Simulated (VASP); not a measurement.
**Geometry relaxation of TiO₂ (part 2 of 3)**

TiO₂ (P4₂/mnm, 6 atoms in the cell); Kohn-Sham DFT of a periodic cell, PBE, VASP PAW PBE potentials, recommended, release 54, no spin polarisation (VASP 6.6.1); cutoff 600 eV, 6×6×9 k-mesh, fermi-dirac of 0.05 eV. The structure derives from a Materials Project entry.

Geometry of the input (Å; fractional positions):
```
4.5998  0.0000  0.0000
0.0000  4.5998  0.0000
0.0000  0.0000  2.9592
Ti 0.0000  0.0000  0.5000
Ti 0.5000  0.5000  0.0000
O  0.3043  0.3043  0.5000
O  0.1957  0.8043  0.0000
O  0.8043  0.1957  0.0000
O  0.6957  0.6957  0.5000
```

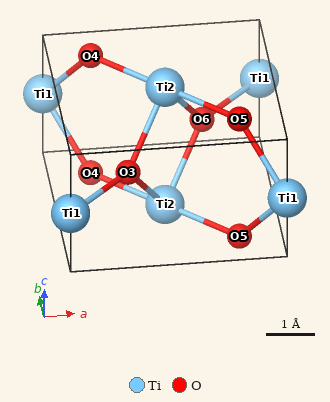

*The geometry at step 2 of the log (ball-and-stick view of the cell of the calculation, seen at an oblique angle; atoms are numbered from 1 in the order of the input).*

## Parts of OUTCAR, continued
```
 -----------------------------------------------------------------------------------
      0.00000      0.00000      1.47961        -0.000000     -0.000000     -0.000000
      2.29992      2.29992      0.00000        -0.000000     -0.000000     -0.000000
      1.39983      1.39983      1.47961        -0.013961     -0.013961      0.000000
      0.90009      3.69975      0.00000         0.013961     -0.013961     -0.000000
      3.69975      0.90009      0.00000        -0.013961      0.013961     -0.000000
      3.20001      3.20001      1.47961         0.013961      0.013961     -0.000000
 -----------------------------------------------------------------------------------
    total drift:                                0.000000      0.000000     -0.000000

  FREE ENERGIE OF THE ION-ELECTRON SYSTEM (eV)
  ---------------------------------------------------
  free  energy   TOTEN  =       -53.6609784549 eV

  energy  without entropy=      -53.6609784543  energy(sigma->0) =      -53.66097845

--------------------------------------- Ionic step        2  -------------------------------------------

 number of electron      47.9999988 magnetization

------------------------ aborting loop because EDIFF is reached ----------------------------------------

  FORCE on cell =-STRESS in cart. coord.  units (eV):
  Direction    XX          YY          ZZ          XY          YZ          ZX
  --------------------------------------------------------------------------------------
  -------------------------------------------------------------------------------------
  Total       -1.7163760     -1.7163760     -2.7560585      0.0000000      0.0000000      0.0000000
  in kB      -42.0385861    -42.0385861    -67.5031594      0.0000000      0.0000000      0.0000000
  external PRESSURE =     -50.5267772 kB  Pullay stress =       0.0000000 kB

 VOLUME and BASIS-vectors are now :
 -----------------------------------------------------------------------------
  energy-cutoff  :      600.00
  volume of cell :       65.41
      direct lattice vectors                 reciprocal lattice vectors
     4.670021092 -0.000000000  0.000000000     0.214131795 -0.000000000  0.000000000
     0.000000000  4.670021092  0.000000000     0.000000000  0.214131795  0.000000000
     0.000000000  0.000000000  2.999419659     0.000000000  0.000000000  0.333397828

 POSITION                                       TOTAL-FORCE (eV/Angst)
 -----------------------------------------------------------------------------------
      4.67002      4.67002      1.49971        -0.000000     -0.000000      0.000000
      2.33501      2.33501      2.99942        -0.000000     -0.000000      0.000000
      1.42050      1.42050      1.49971         0.137233      0.137233     -0.000000
      0.91451      3.75551      2.99942        -0.137233      0.137233     -0.000000
      3.75551      0.91451      2.99942         0.137233     -0.137233      0.000000
      3.24952      3.24952      1.49971        -0.137233     -0.137233      0.000000
 -----------------------------------------------------------------------------------
    total drift:                                0.000000      0.000000     -0.000000

  FREE ENERGIE OF THE ION-ELECTRON SYSTEM (eV)
  ---------------------------------------------------
  free  energy   TOTEN  =       -53.6543712004 eV

  energy  without entropy=      -53.6543711987  energy(sigma->0) =      -53.65437120

--------------------------------------- Ionic step        3  -------------------------------------------

 number of electron      47.9999986 magnetization

------------------------ aborting loop because EDIFF is reached ----------------------------------------

  FORCE on cell =-STRESS in cart. coord.  units (eV):
  Direction    XX          YY          ZZ          XY          YZ          ZX
  --------------------------------------------------------------------------------------
  -------------------------------------------------------------------------------------
  Total        0.1900839      0.1900839     -0.4108467      0.0000000      0.0000000      0.0000000
  in kB        4.7674180      4.7674180    -10.3042789      0.0000000      0.0000000      0.0000000
  external PRESSURE =      -0.2564810 kB  Pullay stress =       0.0000000 kB

 VOLUME and BASIS-vectors are now :
 -----------------------------------------------------------------------------
  energy-cutoff  :      600.00
  volume of cell :       63.88
      direct lattice vectors                 reciprocal lattice vectors
     4.631865989 -0.000000000  0.000000000     0.215895711 -0.000000000  0.000000000
     0.000000000  4.631865989  0.000000000     0.000000000  0.215895711  0.000000000
     0.000000000  0.000000000  2.977561787     0.000000000  0.000000000  0.335845256

 POSITION                                       TOTAL-FORCE (eV/Angst)
 -----------------------------------------------------------------------------------
      0.00000      0.00000      1.48878        -0.000000     -0.000000      0.000000
      2.31593      2.31593      0.00000        -0.000000     -0.000000      0.000000
      1.40926      1.40926      1.48878         0.057347      0.057347      0.000000
      0.90667      3.72519      0.00000        -0.057347      0.057347      0.000000
      3.72519      0.90667      0.00000         0.057347     -0.057347     -0.000000
      3.22261      3.22261      1.48878        -0.057347     -0.057347     -0.000000
 -----------------------------------------------------------------------------------
    total drift:                                0.000000      0.000000      0.000000

  FREE ENERGIE OF THE ION-ELECTRON SYSTEM (eV)
  ---------------------------------------------------
  free  energy   TOTEN  =       -53.6792323845 eV

  energy  without entropy=      -53.6792323835  energy(sigma->0) =      -53.67923238

--------------------------------------- Ionic step        4  -------------------------------------------

 number of electron      47.9999982 magnetization

------------------------ aborting loop because EDIFF is reached ----------------------------------------

  FORCE on cell =-STRESS in cart. coord.  units (eV):
  Direction    XX          YY          ZZ          XY          YZ          ZX
  --------------------------------------------------------------------------------------
  -------------------------------------------------------------------------------------
  Total        0.0708347      0.0708347     -0.1219322     -0.0000000      0.0000000      0.0000000
  in kB        1.7741355      1.7741355     -3.0539288     -0.0000000      0.0000000      0.0000000
  external PRESSURE =       0.1647808 kB  Pullay stress =       0.0000000 kB

 VOLUME and BASIS-vectors are now :
 -----------------------------------------------------------------------------
  energy-cutoff  :      600.00
  volume of cell :       63.97
      direct lattice vectors                 reciprocal lattice vectors
     4.640741861 -0.000000000  0.000000000     0.215482789 -0.000000000  0.000000000
     0.000000000  4.640741861  0.000000000     0.000000000  0.215482789  0.000000000
     0.000000000  0.000000000  2.970264320     0.000000000  0.000000000  0.336670374

 POSITION                                       TOTAL-FORCE (eV/Angst)
 -----------------------------------------------------------------------------------
      4.64074      4.64074      1.48513        -0.000000     -0.000000      0.000000
      2.32037      2.32037      0.00000        -0.000000     -0.000000      0.000000
      1.41441      1.41441      1.48513         0.015770      0.015770     -0.000000
      0.90596      3.73478      0.00000        -0.015770      0.015770      0.000000
      3.73478      0.90596      2.97026         0.015770     -0.015770      0.000000
      3.22633      3.22633      1.48513        -0.015770     -0.015770      0.000000
 -----------------------------------------------------------------------------------
    total drift:                                0.000000      0.000000     -0.000000

  FREE ENERGIE OF THE ION-ELECTRON SYSTEM (eV)
  ---------------------------------------------------
  free  energy   TOTEN  =       -53.6810920440 eV

  energy  without entropy=      -53.6810920432  energy(sigma->0) =      -53.68109204

--------------------------------------- Ionic step        5  -------------------------------------------

 number of electron      47.9999980 magnetization

 Free energy of the ion-electron system (eV)
  ---------------------------------------------------
  ext. energy  EPLUGINS =         0.00000000
  ---------------------------------------------------
  free energy    TOTEN  =       -53.68127541 eV

  energy without entropy =      -53.68127541  energy(sigma->0) =      -53.68127541

 E-fermi :   5.4483     XC(G=0): -11.2763     alpha+bet :-13.4568

 val. band max:        4.5632127478   @ k =   0.0000   0.0000   0.0000
 cond. band min:       6.3890729138   @ k =   0.0000   0.0000   0.0000
 fundamental gap:      1.8258601660
 Fermi energy:         5.4483274921

 k-point     1 :       0.0000    0.0000    0.0000
  band No.  band energies     occupation
      1     -52.4076      2.00000
      2     -52.3929      2.00000
      3     -28.6929      2.00000
      4     -28.6929      2.00000
      5     -28.5442      2.00000
      6     -28.5442      2.00000
      7     -28.5011      2.00000
      8     -28.4719      2.00000
      9     -13.5084      2.00000
     10     -12.3837      2.00000
     11     -11.7089      2.00000
     12     -11.7089      2.00000
     13      -1.0756      2.00000
     14      -0.6368      2.00000
     15      -0.1688      2.00000
     16       0.8579      2.00000
     17       0.8579      2.00000
     18       2.0542      2.00000
     19       2.0542      2.00000
     20       2.6690      2.00000
     21       3.8926      2.00000
     22       4.1301      2.00000
     23       4.1301      2.00000
     24       4.5632      2.00000
     25       6.3891      0.00000
     26       6.6720      0.00000
     27       6.9381      0.00000
     28       7.0160      0.00000

 k-point     2 :       0.1667    0.0000    0.0000
  band No.  band energies     occupation
      1     -52.4066      2.00000
      2     -52.3939      2.00000
      3     -28.6852      2.00000
      4     -28.6845      2.00000
      5     -28.5535      2.00000
      6     -28.5528      2.00000
      7     -28.4992      2.00000
      8     -28.4738      2.00000
      9     -13.4170      2.00000
     10     -12.3950      2.00000
     11     -11.7928      2.00000
     12     -11.7409      2.00000
     13      -0.9050      2.00000
     14      -0.5346      2.00000
     15       0.0027      2.00000
     16       0.8679      2.00000
     17       0.8750      2.00000
     18       1.8962      2.00000
     19       2.0118      2.00000
     20       2.6853      2.00000
     21       3.6473      2.00000
     22       3.7266      2.00000
     23       3.9185      2.00000
     24       4.4718      2.00000
     25       6.5348      0.00000
     26       6.8598      0.00000
     27       7.1174      0.00000
     28       7.1286      0.00000

 k-point     3 :       0.3333    0.0000    0.0000
  band No.  band energies     occupation
      1     -52.4039      2.00000
      2     -52.3965      2.00000
      3     -28.6649      2.00000
      4     -28.6632      2.00000
      5     -28.5765      2.00000
      6     -28.5747      2.00000
      7     -28.4938      2.00000
      8     -28.4792      2.00000
      9     -13.1637      2.00000
     10     -12.5093      2.00000
     11     -11.9210      2.00000
     12     -11.8223      2.00000
     13      -0.5313      2.00000
     14      -0.3123      2.00000
     15       0.5550      2.00000
     16       0.8919      2.00000
     17       0.9048      2.00000
     18       1.5926      2.00000
     19       1.8064      2.00000
     20       2.6186      2.00000
     21       2.7755      2.00000
     22       3.3614      2.00000
     23       3.7103      2.00000
     24       4.1831      2.00000
     25       6.8164      0.00000
     26       7.0644      0.00000
     27       7.3438      0.00000
     28       7.4107      0.00000

 k-point     4 :       0.5000    0.0000    0.0000
  band No.  band energies     occupation
      1     -52.4002      2.00000
      2     -52.4002      2.00000
      3     -28.6480      2.00000
      4     -28.6480      2.00000
      5     -28.5925      2.00000
      6     -28.5925      2.00000
      7     -28.4865      2.00000
      8     -28.4865      2.00000
      9     -12.8155      2.00000
     10     -12.8155      2.00000
     11     -11.9100      2.00000
     12     -11.9100      2.00000
     13      -0.2536      2.00000
     14      -0.2536      2.00000
     15       0.9118      2.00000
     16       0.9118      2.00000
     17       1.4352      2.00000
     18       1.4352      2.00000
     19       1.5873      2.00000
     20       1.5873      2.00000
     21       3.0046      2.00000
     22       3.0046      2.00000
     23       3.8519      2.00000
     24       3.8519      2.00000
     25       7.0324      0.00000
     26       7.0324      0.00000
     27       7.4983      0.00000
     28       7.4983      0.00000

 k-point     5 :       0.1667    0.1667    0.0000
  band No.  band energies     occupation
      1     -52.4057      2.00000
      2     -52.3947      2.00000
      3     -28.6955      2.00000
      4     -28.6621      2.00000
      5     -28.5771      2.00000
      6     -28.5426      2.00000
      7     -28.4974      2.00000
      8     -28.4755      2.00000
      9     -13.3395      2.00000
     10     -12.4190      2.00000
     11     -11.8711      2.00000
     12     -11.7396      2.00000
     13      -0.8962      2.00000
     14      -0.3468      2.00000
     15       0.1545      2.00000
     16       0.8418      2.00000
     17       0.9078      2.00000
     18       1.6841      2.00000
     19       2.1121      2.00000
     20       2.7139      2.00000
     21       3.3263      2.00000
     22       3.6353      2.00000
     23       3.7861      2.00000
     24       4.4050      2.00000
     25       6.4604      0.00000
     26       7.0130      0.00000
     27       7.0205      0.00000
     28       7.3069      0.00000

 [... the levels of 18 k-points are left out ...]

 k-point    24 :       0.5000    0.0000    0.2222
  band No.  band energies     occupation
      1     -52.3845      2.00000
      2     -52.3845      2.00000
      3     -28.6817      2.00000
      4     -28.6817      2.00000
      5     -28.6048      2.00000
      6     -28.6048      2.00000
      7     -28.5647      2.00000
      8     -28.5647      2.00000
      9     -12.5127      2.00000
     10     -12.5127      2.00000
     11     -12.0328      2.00000
     12     -12.0328      2.00000
     13       0.2384      2.00000
     14       0.2384      2.00000
     15       0.4990      2.00000
     16       0.4990      2.00000
     17       1.1507      2.00000
     18       1.1507      2.00000
     19       1.9239      2.00000
     20       1.9239      2.00000
     21       2.5790      2.00000
     22       2.5790      2.00000
     23       3.8015      2.00000
     24       3.8015      2.00000
     25       7.1340      0.00000
     26       7.1340      0.00000
     27       7.6517      0.00000
     28       7.6517      0.00000

 [... further k-points ...]

------------------------ aborting loop because EDIFF is reached ----------------------------------------

  FORCE on cell =-STRESS in cart. coord.  units (eV):
  Direction    XX          YY          ZZ          XY          YZ          ZX
  --------------------------------------------------------------------------------------
  -------------------------------------------------------------------------------------
  Total        0.0101139      0.0101139      0.0194796      0.0000000      0.0000000      0.0000000
  in kB        0.2531543      0.2531543      0.4875838      0.0000000      0.0000000      0.0000000
  external PRESSURE =       0.3312975 kB  Pullay stress =       0.0000000 kB

 VOLUME and BASIS-vectors are now :
 -----------------------------------------------------------------------------
  energy-cutoff  :      600.00
  volume of cell :       64.01
      direct lattice vectors                 reciprocal lattice vectors
     4.644814739 -0.000000000  0.000000000     0.215293840 -0.000000000  0.000000000
     0.000000000  4.644814739  0.000000000     0.000000000  0.215293840  0.000000000
     0.000000000  0.000000000  2.966915727     0.000000000  0.000000000  0.337050355

 POSITION                                       TOTAL-FORCE (eV/Angst)
 -----------------------------------------------------------------------------------
      0.00000      0.00000      1.48346         0.000000      0.000000     -0.000000
      2.32241      2.32241      0.00000         0.000000      0.000000     -0.000000
      1.41677      1.41677      1.48346        -0.003491     -0.003491      0.000000
      0.90564      3.73918      0.00000         0.003491     -0.003491     -0.000000
      3.73918      0.90564      0.00000        -0.003491      0.003491     -0.000000
      3.22805      3.22805      1.48346         0.003491      0.003491     -0.000000
 -----------------------------------------------------------------------------------
    total drift:                               -0.000000     -0.000000     -0.000000

  FREE ENERGIE OF THE ION-ELECTRON SYSTEM (eV)
  ---------------------------------------------------
  free  energy   TOTEN  =       -53.6812754084 eV

  energy  without entropy=      -53.6812754077  energy(sigma->0) =      -53.68127541

 reached required accuracy - stopping structural energy minimisation
```

## CONTCAR
```
TiO2
   1.00000000000000
     4.6448147386891225   -0.0000000000000000    0.0000000000000000
     0.0000000000000000    4.6448147386891225    0.0000000000000000
     0.0000000000000000    0.0000000000000000    2.9669157265185997
  Ti              O
     2     4
Direct
     0.0000000000000000    0.0000000000000000    0.5000000000000000
     0.5000000000000000    0.5000000000000000    0.0000000000000000
     0.3050217576651464    0.3050217576651464    0.5000000000000000
     0.1949782423348535    0.8050217576651466    0.0000000000000000
     0.8050217576651466    0.1949782423348535    0.0000000000000000
     0.6949782423348534    0.6949782423348534    0.5000000000000000

  0.00000000E+00  0.00000000E+00  0.00000000E+00
  0.00000000E+00  0.00000000E+00  0.00000000E+00
  0.00000000E+00  0.00000000E+00  0.00000000E+00
  0.00000000E+00  0.00000000E+00  0.00000000E+00
  0.00000000E+00  0.00000000E+00  0.00000000E+00
  0.00000000E+00  0.00000000E+00  0.00000000E+00
```

## Trajectory as extended XYZ (Å, eV, eV/Å), 5 frames, from step=0 to step=4
```
6
Lattice="4.5998 0.0000 0.0000 0.0000 4.5998 0.0000 0.0000 0.0000 2.9592" Properties=species:S:1:pos:R:3:forces:R:3 step=0 energy=-53.66098
Ti    0.0000    0.0000    1.4796    0.0000   0.0000   0.0000
Ti    2.2999    2.2999    0.0000    0.0000   0.0000   0.0000
O     1.3998    1.3998    1.4796   -0.0140  -0.0140   0.0000
O     0.9001    3.6997    0.0000    0.0140  -0.0140   0.0000
O     3.6997    0.9001    0.0000   -0.0140   0.0140   0.0000
O     3.2000    3.2000    1.4796    0.0140   0.0140   0.0000
6
Lattice="4.6700 -0.0000 0.0000 0.0000 4.6700 0.0000 0.0000 0.0000 2.9994" Properties=species:S:1:pos:R:3:forces:R:3 step=1 energy=-53.65437
Ti    4.6700    4.6700    1.4997    0.0000   0.0000   0.0000
Ti    2.3350    2.3350    2.9994    0.0000   0.0000   0.0000
O     1.4205    1.4205    1.4997    0.1372   0.1372   0.0000
O     0.9145    3.7555    2.9994   -0.1372   0.1372   0.0000
O     3.7555    0.9145    2.9994    0.1372  -0.1372   0.0000
O     3.2495    3.2495    1.4997   -0.1372  -0.1372   0.0000
6
Lattice="4.6319 -0.0000 0.0000 0.0000 4.6319 0.0000 0.0000 0.0000 2.9776" Properties=species:S:1:pos:R:3:forces:R:3 step=2 energy=-53.67923
Ti    0.0000    0.0000    1.4888    0.0000   0.0000   0.0000
Ti    2.3159    2.3159    0.0000    0.0000   0.0000   0.0000
O     1.4093    1.4093    1.4888    0.0573   0.0573   0.0000
O     0.9067    3.7252    0.0000   -0.0573   0.0573   0.0000
O     3.7252    0.9067    0.0000    0.0573  -0.0573   0.0000
O     3.2226    3.2226    1.4888   -0.0573  -0.0573   0.0000
6
Lattice="4.6407 -0.0000 0.0000 0.0000 4.6407 0.0000 0.0000 0.0000 2.9703" Properties=species:S:1:pos:R:3:forces:R:3 step=3 energy=-53.68109
Ti    4.6407    4.6407    1.4851    0.0000   0.0000   0.0000
Ti    2.3204    2.3204    0.0000    0.0000   0.0000   0.0000
O     1.4144    1.4144    1.4851    0.0158   0.0158   0.0000
O     0.9060    3.7348    0.0000   -0.0158   0.0158   0.0000
O     3.7348    0.9060    2.9703    0.0158  -0.0158   0.0000
O     3.2263    3.2263    1.4851   -0.0158  -0.0158   0.0000
```
